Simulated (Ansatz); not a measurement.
**Geometry relaxation of Ge (part 2 of 3)**

Ge (Fd-3m, 2 atoms in the cell); DFT, PBE, plane waves, PAW, no spin polarisation (Ansatz 0.2.0); cutoff 240 eV, 14×14×14 k-mesh, Gaussian smearing of 0.1 eV. The structure derives from an entry of the Crystallography Open Database. The settings are looser than a standard set-up, so the numbers are not reference values.

Geometry of the input (Å; fractional positions):
```
0.0000  2.8289  2.8289
2.8289  0.0000  2.8289
2.8289  2.8289  0.0000
Ge 0.0000  0.0000  0.0000
Ge 0.2500  0.2500  0.2500
```

Log, continued
```
relax step  41: F+E_penalty+E_count = -8586.23366849 eV  Δ(F+E_penalty+E_count) = -2.399e-9 eV  max|allowed force component| = 5.002e-17 eV/Å  Δτ_max = 0.0000 Å  P = +0.230 GPa  Ω = 48.512 Å³  stress off target by 2.30e-1 GPa  SCF on the basis re-selected at this cell (its energy is not comparable with the rows above)  (5 SCF iters)
SCF 42 converged in 4 iterations: F = -8586.215861 eV  dr2 = 1.71e-8
relax step  42: F+E_penalty+E_count = -8586.21586135 eV  Δ(F+E_penalty+E_count) = +1.781e-2 eV  max|allowed force component| = 4.077e-17 eV/Å  Δτ_max = 0.0000 Å  P = -0.119 GPa  Ω = 48.547 Å³  energy of the carried Pulay correction = -1.782e-2 eV  (4 SCF iters, dr2 threshold 1.32e-7 eV, accepted)
SCF 43 converged in 3 iterations: F = -8586.223447 eV  dr2 = 1.52e-8
relax step  43: F+E_penalty+E_count = -8586.22344707 eV  Δ(F+E_penalty+E_count) = -7.586e-3 eV  max|allowed force component| = 3.614e-17 eV/Å  Δτ_max = 0.0000 Å  P = +0.030 GPa  Ω = 48.532 Å³  energy of the carried Pulay correction = -1.024e-2 eV  (3 SCF iters, dr2 threshold 3.56e-8 eV, accepted)
SCF 44 converged in 6 iterations: F = -8586.244648 eV  dr2 = 1.52e-11
relax step  44: F+E_penalty+E_count = -8586.24464771 eV  Δ(F+E_penalty+E_count) = -2.120e-2 eV  max|allowed force component| = 3.238e-17 eV/Å  Δτ_max = 0.0000 Å  P = +0.144 GPa  Ω = 48.532 Å³  stress off target by 1.44e-1 GPa  SCF on the basis re-selected at this cell (its energy is not comparable with the rows above)  (6 SCF iters)
SCF 45 converged in 3 iterations: F = -8586.237327 eV  dr2 = 2.66e-8
relax step  45: F+E_penalty+E_count = -8586.23732667 eV  Δ(F+E_penalty+E_count) = +7.321e-3 eV  max|allowed force component| = 4.626e-17 eV/Å  Δτ_max = 0.0000 Å  P = +0.042 GPa  Ω = 48.547 Å³  energy of the carried Pulay correction = -7.330e-3 eV  (3 SCF iters, dr2 threshold 5.22e-8 eV, accepted)
SCF 46 converged in 6 iterations: F = -8586.237327 eV  dr2 = 1.10e-12
relax step  46: F+E_penalty+E_count = -8586.23732667 eV  Δ(F+E_penalty+E_count) = -1.799e-9 eV  max|allowed force component| = 9.252e-17 eV/Å  Δτ_max = 0.0000 Å  P = +0.165 GPa  Ω = 48.547 Å³  stress off target by 1.65e-1 GPa  SCF on the basis re-selected at this cell (its energy is not comparable with the rows above)  (6 SCF iters)
SCF 47 converged in 3 iterations: F = -8586.226150 eV  dr2 = 6.04e-8
relax step  47: F+E_penalty+E_count = -8586.22614977 eV  Δ(F+E_penalty+E_count) = +1.118e-2 eV  max|allowed force component| = 2.689e-17 eV/Å  Δτ_max = 0.0000 Å  P = -0.054 GPa  Ω = 48.569 Å³  energy of the carried Pulay correction = -1.118e-2 eV  (3 SCF iters, dr2 threshold 6.84e-8 eV, accepted)
SCF 48 converged in 3 iterations: F = -8586.228761 eV  dr2 = 4.47e-9
relax step  48: F+E_penalty+E_count = -8586.22876118 eV  Δ(F+E_penalty+E_count) = -2.611e-3 eV  max|allowed force component| = 7.777e-17 eV/Å  Δτ_max = 0.0000 Å  P = -0.003 GPa  Ω = 48.564 Å³  energy of the carried Pulay correction = -8.574e-3 eV  (3 SCF iters, dr2 threshold 7.32e-9 eV, accepted)
SCF 49 converged in 6 iterations: F = -8586.235128 eV  dr2 = 6.52e-12
relax step  49: F+E_penalty+E_count = -8586.23512784 eV  Δ(F+E_penalty+E_count) = -6.367e-3 eV  max|allowed force component| = 3.614e-17 eV/Å  Δτ_max = 0.0000 Å  P = +0.164 GPa  Ω = 48.564 Å³  stress off target by 1.64e-1 GPa  SCF on the basis re-selected at this cell (its energy is not comparable with the rows above)  (6 SCF iters)
SCF 50 converged in 3 iterations: F = -8586.226839 eV  dr2 = 3.36e-8
relax step  50: F+E_penalty+E_count = -8586.22683905 eV  Δ(F+E_penalty+E_count) = +8.289e-3 eV  max|allowed force component| = 7.315e-17 eV/Å  Δτ_max = 0.0000 Å  P = +0.057 GPa  Ω = 48.580 Å³  energy of the carried Pulay correction = -8.300e-3 eV  (3 SCF iters, dr2 threshold 6.71e-8 eV, accepted)
SCF 51 converged in 4 iterations: F = -8586.223298 eV  dr2 = 3.08e-9
relax step  51: F+E_penalty+E_count = -8586.22329841 eV  Δ(F+E_penalty+E_count) = +3.541e-3 eV  max|allowed force component| = 4.539e-17 eV/Å  Δτ_max = 0.0000 Å  P = +0.011 GPa  Ω = 48.587 Å³  energy of the carried Pulay correction = -1.184e-2 eV  (4 SCF iters, dr2 threshold 8.01e-9 eV, accepted)
SCF 52 converged in 7 iterations: F = -8586.244191 eV  dr2 = 1.44e-12
relax step  52: F+E_penalty+E_count = -8586.24419064 eV  Δ(F+E_penalty+E_count) = -2.089e-2 eV  max|allowed force component| = 1.064e-16 eV/Å  Δτ_max = 0.0000 Å  P = +0.118 GPa  Ω = 48.587 Å³  stress off target by 1.18e-1 GPa  SCF on the basis re-selected at this cell (its energy is not comparable with the rows above)  (7 SCF iters)
SCF 53 converged in 4 iterations: F = -8586.235001 eV  dr2 = 4.59e-9
relax step  53: F+E_penalty+E_count = -8586.23500102 eV  Δ(F+E_penalty+E_count) = +9.190e-3 eV  max|allowed force component| = 6.939e-17 eV/Å  Δτ_max = 0.0000 Å  P = -0.000 GPa  Ω = 48.606 Å³  energy of the carried Pulay correction = -9.196e-3 eV  (4 SCF iters, dr2 threshold 3.49e-8 eV, accepted)
SCF 54 converged in 5 iterations: F = -8586.235001 eV  dr2 = 3.30e-12
relax step  54: F+E_penalty+E_count = -8586.23500102 eV  Δ(F+E_penalty+E_count) = -9.513e-10 eV  max|allowed force component| = 4.077e-17 eV/Å  Δτ_max = 0.0000 Å  P = +0.145 GPa  Ω = 48.606 Å³  stress off target by 1.45e-1 GPa  SCF on the basis re-selected at this cell (its energy is not comparable with the rows above)  (5 SCF iters)
SCF 55 converged in 4 iterations: F = -8586.223765 eV  dr2 = 6.82e-9
relax step  55: F+E_penalty+E_count = -8586.22376506 eV  Δ(F+E_penalty+E_count) = +1.124e-2 eV  max|allowed force component| = 6.476e-17 eV/Å  Δτ_max = 0.0000 Å  P = -0.075 GPa  Ω = 48.628 Å³  energy of the carried Pulay correction = -1.124e-2 eV  (4 SCF iters, dr2 threshold 5.23e-8 eV, accepted)
SCF 56 converged in 3 iterations: F = -8586.228614 eV  dr2 = 6.23e-9
relax step  56: F+E_penalty+E_count = -8586.22861359 eV  Δ(F+E_penalty+E_count) = -4.849e-3 eV  max|allowed force component| = 5.551e-17 eV/Å  Δτ_max = 0.0000 Å  P = +0.020 GPa  Ω = 48.618 Å³  energy of the carried Pulay correction = -6.394e-3 eV  (3 SCF iters, dr2 threshold 1.41e-8 eV, accepted)
SCF 57 converged in 5 iterations: F = -8586.230580 eV  dr2 = 6.77e-12
relax step  57: F+E_penalty+E_count = -8586.23057983 eV  Δ(F+E_penalty+E_count) = -1.966e-3 eV  max|allowed force component| = 5.089e-17 eV/Å  Δτ_max = 0.0000 Å  P = +0.156 GPa  Ω = 48.618 Å³  stress off target by 1.56e-1 GPa  SCF on the basis re-selected at this cell (its energy is not comparable with the rows above)  (5 SCF iters)
SCF 58 converged in 3 iterations: F = -8586.222608 eV  dr2 = 3.03e-8
relax step  58: F+E_penalty+E_count = -8586.22260812 eV  Δ(F+E_penalty+E_count) = +7.972e-3 eV  max|allowed force component| = 3.151e-17 eV/Å  Δτ_max = 0.0000 Å  P = +0.000 GPa  Ω = 48.634 Å³  energy of the carried Pulay correction = -7.979e-3 eV  (3 SCF iters, dr2 threshold 6.10e-8 eV, accepted)
SCF 59 converged in 7 iterations: F = -8586.243986 eV  dr2 = 1.21e-12
relax step  59: F+E_penalty+E_count = -8586.24398558 eV  Δ(F+E_penalty+E_count) = -2.138e-2 eV  max|allowed force component| = 3.238e-17 eV/Å  Δτ_max = 0.0000 Å  P = +0.077 GPa  Ω = 48.634 Å³  stress off target by 7.66e-2 GPa  SCF on the basis re-selected at this cell (its energy is not comparable with the rows above)  (7 SCF iters)
SCF 60 converged in 3 iterations: F = -8586.240084 eV  dr2 = 7.49e-9
relax step  60: F+E_penalty+E_count = -8586.24008406 eV  Δ(F+E_penalty+E_count) = +3.902e-3 eV  max|allowed force component| = 3.151e-17 eV/Å  Δτ_max = 0.0000 Å  P = +0.019 GPa  Ω = 48.642 Å³  energy of the carried Pulay correction = -3.904e-3 eV  (3 SCF iters, dr2 threshold 1.47e-8 eV, accepted)
iter 1 solved again at ethr=2.75e-8 eV; its pass at ethr=3.10e-3 eV (dr2=7.71e-6 eV) is discarded
SCF iter   1: F=—  HF=-8586.252626 eV  |F-HF|=—  |Δ(HF+E_count)|=         —  Δρ=4.18e-5  dr2=3.48e-7  ethr=2.75e-8  ⟨swp⟩=3.0  Hψ=12375  notcnv=0
preconditioner: auto → Kerker (q_TF=auto, 2.488 Å⁻¹)  [metal: Δε(μ)=0.040 eV  Ē_g=24.133 eV  σ=0.100 eV  W_gap=0.22  n_scr=14 (ndim 8)  ℏωp=28.2 eV  f_vac=0.112  D(μ)=0.13/eV (n_scr^D=0)]
SCF iter   2: F=—  HF=-8586.252603 eV  |F-HF|=—  |Δ(HF+E_count)|=   2.35e-5  Δρ=1.04e-5  dr2=4.91e-8  ethr=1.24e-9  ⟨swp⟩=2.0  Hψ=3332  notcnv=0
SCF iter   3: F=—  HF=-8586.252603 eV  |F-HF|=—  |Δ(HF+E_count)|=   1.82e-8  Δρ=9.94e-6  dr2=4.14e-8  ethr=1.75e-10  ⟨swp⟩=2.0  Hψ=2929  notcnv=0
SCF iter   4: F=—  HF=-8586.252603 eV  |F-HF|=—  |Δ(HF+E_count)|=   1.55e-8  Δρ=1.56e-6  dr2=2.47e-9  ethr=1.48e-10  ⟨swp⟩=2.0  Hψ=2088  notcnv=0
SCF iter   5: F=—  HF=-8586.252603 eV  |F-HF|=—  |Δ(HF+E_count)|=  2.91e-11  Δρ=4.67e-7  dr2=2.04e-10  ethr=8.82e-12  ⟨swp⟩=2.7  Hψ=3295  notcnv=0
SCF iter   6: F=—  HF=-8586.252603 eV  |F-HF|=—  |Δ(HF+E_count)|=  1.49e-10  Δρ=1.78e-7  dr2=2.27e-11  ethr=1.00e-12  ⟨swp⟩=2.0  Hψ=2288  notcnv=0
SCF iter   7: F=-8586.252603 eV  HF=-8586.252603 eV  |F-HF|=1.82e-12  |Δ(HF+E_count)|=  4.18e-11  Δρ=3.19e-8  dr2=3.99e-13  ethr=1.00e-12  ⟨swp⟩=5.0  Hψ=6892  notcnv=0
SCF 61 converged in 7 iterations: F = -8586.252603 eV  dr2 = 3.99e-13
relax step  61: F+E_penalty+E_count = -8586.25260266 eV  Δ(F+E_penalty+E_count) = -1.252e-2 eV  max|allowed force component| = 5.089e-17 eV/Å  Δτ_max = 0.0000 Å  P = +0.033 GPa  Ω = 48.642 Å³  stress off target by 3.33e-2 GPa  SCF on the basis re-selected at this cell (its energy is not comparable with the rows above)  (7 SCF iters)
```

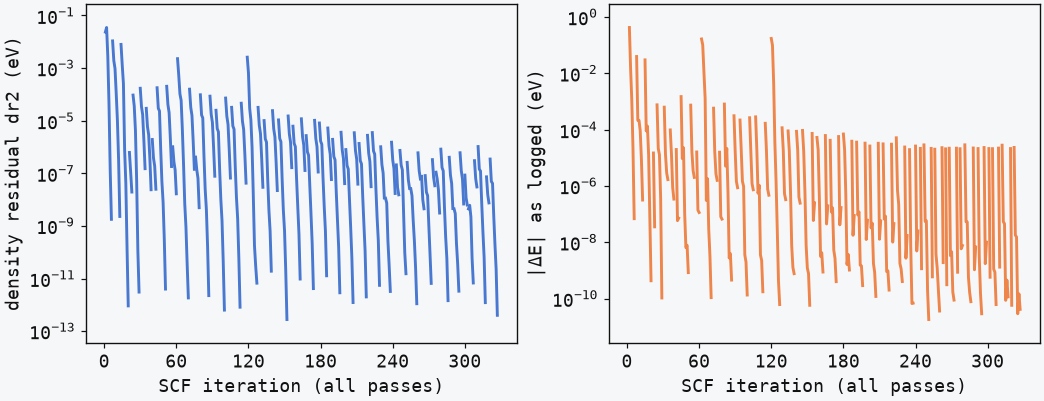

Convergence of the self-consistent field: density residual dr2 and size of the energy change against the SCF iteration. The dotted lines part the SCF passes of the relaxation: geometry steps, rejected trials and re-solves on a re-selected basis. The 61 passes take 3 to 10 iterations each, 327 in all.

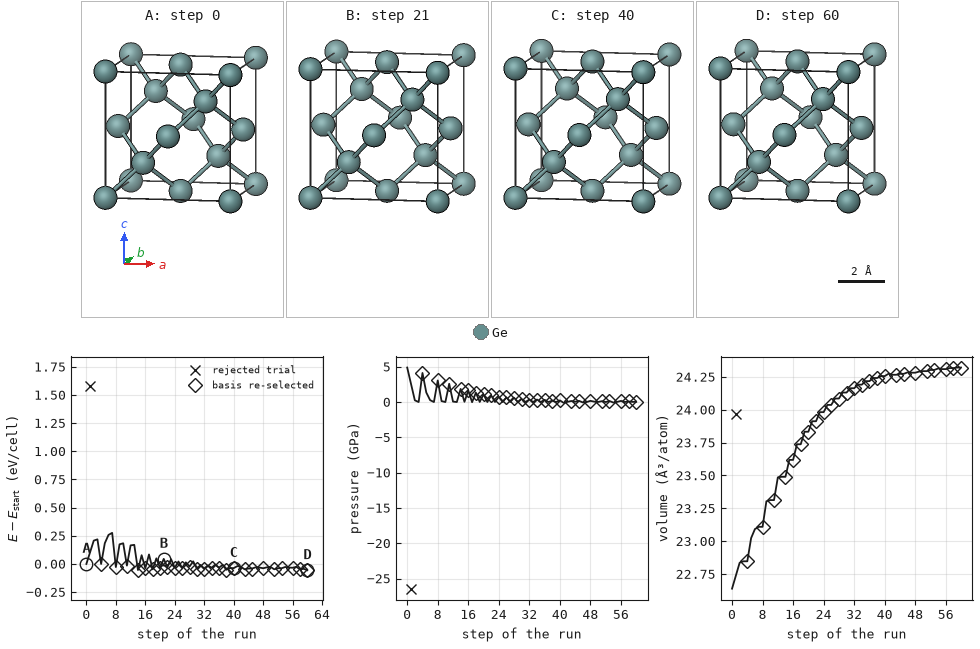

Frames of the relaxation (ball-and-stick view of the cell 4 times as large as that of the calculation, set on its symmetry axes, seen slightly off an axis) above the curves, on which the letters mark them (the first geometry is step 0 here and step 1 in the log).

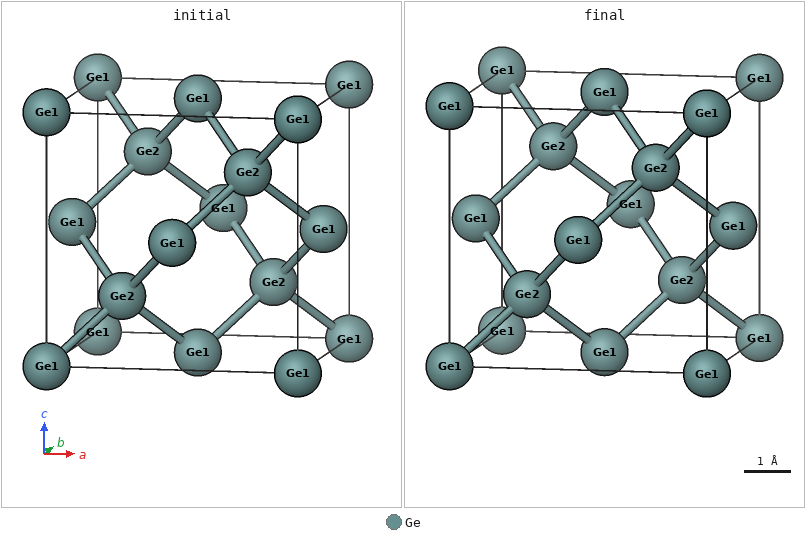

Before (left) and after (right) the relaxation, at one scale (ball-and-stick view of the cell 4 times as large as that of the calculation, set on its symmetry axes, seen slightly off an axis). No atom moves by more than 0.005 Å relative to the cell. The volume changes by +7.4 %, with a = b = c 5.658 → 5.795 Å (+2.4 %). Distances before and after: Ge1–Ge2 2.450 → 2.509 Å. The space group stays Fd-3m (No. 227). After 35 geometry steps the energy has fallen by 43.6 meV per cell of the calculation. All forces vanish by symmetry, so only the cell relaxes. The pressure goes from 4.88 to 0.03 GPa. The line search rejected the trial step at point 1 (counted from 0) and went back. The basis was re-selected 24 times at an unchanged geometry, which shifts the energy a little without any move. The energy change given includes the shifts at the re-selections in mid-walk, which come without any move. A last SCF at the same geometry on a re-selected plane-wave basis shifts the energy by −12.5 meV per cell of the calculation. (Atoms are counted from 1 in the order of the input.)

```
basis re-selected at this cell: Δ(F+E_penalty+E_count) = -1.252e-2 eV, ΔP = +0.014 GPa vs the last step (what re-selecting the basis moved, of the pressure what is left beyond the Pulay correction that the steps carried, after the strain that the cell walked since its last selection, with what the two solves' SCF thresholds leave and, on support functions, any second-order correction that the steps lacked; it is no measure of the basis error at this ecutwfc). This SCF's stress stands 3.33e-2 GPa from its target on what of the cell is left free (relax.cell.stress_tol is 5.00e-2 GPa) and its largest allowed force component is 5.09e-17 eV/Å (relax.f_tol is 5.00e-3 eV/Å): within both
SCF converged after 7 iterations
Free energy (F): -8586.252603 eV
Harris-Foulkes:  -8586.252603 eV  (|F-HF|=1.82e-12)
Internal energy: -8586.251943 eV  (E = F + TS)
E sigma→0 (E₀):  -8586.252273 eV
Entropy (-TS):   -0.000659 eV (-0.330 meV/atom)
Fermi energy:    7.566004 eV
--- Per-component energies (eV) ---
  E_band       = -349.583428
  E_kinetic    = 224.821846
  E_local      = -5055.321016  (includes V_loc(G=0)·N_el)
  E_nonlocal   = 873.026110
  E_hartree    = 2219.135281
  E_xc         = -150.160762
  E_vxc        = -127.865808  (∫ρ·V_xc dr)
  E_paw        = -4073.944980  (= ΣΔE_a)
  E_vpaw       = -702.410471  (= ΣTr[D̂ρ^β])
  E_aug_tail   = -0.104653  (compensation charges beyond the density's cutoff)
  E_ewald      = -2623.703768
  E_smearing   = -0.000659  (= −TS)
  E_closure    = -0.000000  (closes the sum)
  Σ components = -8586.252603   (vs F -8586.252603, Δ=0.00e0)
--- Forces (eV/Å), atoms counted from 1 ---
  atom   1  Ge    -0.00000000     0.00000000    -0.00000000
  atom   2  Ge     0.00000000     0.00000000     0.00000000
  max |Σ_I F_I| component: 4.63e-17 eV/Å
--- Stress (GPa, compression-positive) ---
        0.033317      -0.000000       0.000000
        0.000000       0.033317      -0.000000
        0.000000      -0.000000       0.033317
  P = ⅓ Tr σ = 0.0333 GPa (0.333 kbar)
--- Band table (eV; the first three rows and the last of 104) ---
  k-point 0: bands = ["-18.5064", "-18.5064", "-18.3479", "-18.3479", "-18.3479", "-18.3045", "-18.3045", "-18.3045", "-18.2228", "-18.2228", "-4.6410", "6.9160", "7.6063", "7.6063", "7.6063", "10.1302", "10.1302", "10.1302"]
  k-point 1: bands = ["-18.5042", "-18.5042", "-18.3599", "-18.3507", "-18.3507", "-18.2994", "-18.2994", "-18.2885", "-18.2221", "-18.2221", "-4.5831", "6.0261", "7.4942", "7.4942", "8.1355", "10.2819", "10.2819", "10.3476"]
  k-point 2: bands = ["-18.4607", "-18.4607", "-18.3852", "-18.3021", "-18.3021", "-18.2876", "-18.2714", "-18.2714", "-18.2154", "-18.2154", "-4.4105", "4.7752", "7.2351", "7.2351", "8.2992", "10.6440", "10.6440", "11.1357"]
  k-point 103: bands = ["-18.4426", "-18.4426", "-18.4020", "-18.4020", "-18.3661", "-18.3661", "-18.2729", "-18.2729", "-18.2554", "-18.2554", "-0.9683", "-0.9683", "4.0696", "4.0696", "11.1360", "11.1360", "12.8277", "12.8277"]
--- Relaxed structure (36 steps of the walk, 35 accepted, 25 SCFs on fresh bases) ---
  F+E_penalty+E_count = -8586.25260266 eV   max|allowed force component| = 5.089e-17 eV/Å   (the final SCF, on the basis selected at the relaxed cell)
  cell:  # Å, volume = 48.6420 Å³
    - [2.198712668204452e-32, 2.897302027169451, 2.897302027169451]
    - [2.897302027169451, 2.819711285475613e-32, 2.897302027169451]
    - [2.897302027169451, 2.897302027169451, 2.1910099741451035e-33]
  atoms:
    - { symbol: Ge, position: [1.64748966992241e-33, -1.6479329009339594e-34, -8.337175327210256e-34] }
    - { symbol: Ge, position: [0.25, 0.25, 0.25] }
```

Trajectory as extended XYZ (Å, eV, eV/Å), 61 frames, from step=1 to step=61
```
2
Lattice="0.0000 2.8289 2.8289 2.8289 0.0000 2.8289 2.8289 2.8289 0.0000" Properties=species:S:1:pos:R:3:forces:R:3 step=1 energy=-8586.19646 pressure_GPa=4.88
Ge    0.0000    0.0000    0.0000    0.0000   0.0000   0.0000
Ge    1.4145    1.4145    1.4145    0.0000   0.0000   0.0000
2
Lattice="0.0000 2.8833 2.8833 2.8833 0.0000 2.8833 2.8833 2.8833 0.0000" Properties=species:S:1:pos:R:3:forces:R:3 step=2 energy=-8584.61675 pressure_GPa=-26.44 accepted=F
Ge    0.0000    0.0000    0.0000    0.0000   0.0000   0.0000
Ge    1.4417    1.4417    1.4417    0.0000   0.0000   0.0000
2
Lattice="0.0000 2.8371 2.8371 2.8371 0.0000 2.8371 2.8371 2.8371 0.0000" Properties=species:S:1:pos:R:3:forces:R:3 step=3 energy=-8585.98957 pressure_GPa=0.24
Ge    0.0000    0.0000    0.0000    0.0000   0.0000   0.0000
Ge    1.4186    1.4186    1.4186    0.0000   0.0000   0.0000
2
Lattice="0.0000 2.8376 2.8376 2.8376 0.0000 2.8376 2.8376 2.8376 0.0000" Properties=species:S:1:pos:R:3:forces:R:3 step=4 energy=-8585.97835 pressure_GPa=-0.00
Ge    0.0000    0.0000    0.0000    0.0000   0.0000   0.0000
Ge    1.4188    1.4188    1.4188    0.0000   0.0000   0.0000
2
Lattice="0.0000 2.8376 2.8376 2.8376 0.0000 2.8376 2.8376 2.8376 0.0000" Properties=species:S:1:pos:R:3:forces:R:3 step=5 energy=-8586.19703 pressure_GPa=4.12
Ge    0.0000    0.0000    0.0000    0.0000   0.0000   0.0000
Ge    1.4188    1.4188    1.4188    0.0000   0.0000   0.0000
2
Lattice="0.0000 2.8448 2.8448 2.8448 0.0000 2.8448 2.8448 2.8448 0.0000" Properties=species:S:1:pos:R:3:forces:R:3 step=6 energy=-8586.01286 pressure_GPa=1.35
Ge    0.0000    0.0000    0.0000    0.0000   0.0000   0.0000
Ge    1.4224    1.4224    1.4224    0.0000   0.0000   0.0000
2
Lattice="0.0000 2.8477 2.8477 2.8477 0.0000 2.8477 2.8477 2.8477 0.0000" Properties=species:S:1:pos:R:3:forces:R:3 step=7 energy=-8585.93912 pressure_GPa=0.27
Ge    0.0000    0.0000    0.0000    0.0000   0.0000   0.0000
Ge    1.4238    1.4238    1.4238    0.0000   0.0000   0.0000
2
Lattice="0.0000 2.8484 2.8484 2.8484 0.0000 2.8484 2.8484 2.8484 0.0000" Properties=species:S:1:pos:R:3:forces:R:3 step=8 energy=-8585.92072 pressure_GPa=-0.00
Ge    0.0000    0.0000    0.0000    0.0000   0.0000   0.0000
Ge    1.4242    1.4242    1.4242    0.0000   0.0000   0.0000
2
Lattice="0.0000 2.8484 2.8484 2.8484 0.0000 2.8484 2.8484 2.8484 0.0000" Properties=species:S:1:pos:R:3:forces:R:3 step=9 energy=-8586.22466 pressure_GPa=3.06
Ge    0.0000    0.0000    0.0000    0.0000   0.0000   0.0000
Ge    1.4242    1.4242    1.4242    0.0000   0.0000   0.0000
2
Lattice="0.0000 2.8563 2.8563 2.8563 0.0000 2.8563 2.8563 2.8563 0.0000" Properties=species:S:1:pos:R:3:forces:R:3 step=10 energy=-8586.02266 pressure_GPa=0.13
Ge    0.0000    0.0000    0.0000    0.0000   0.0000   0.0000
Ge    1.4282    1.4282    1.4282    0.0000   0.0000   0.0000
```
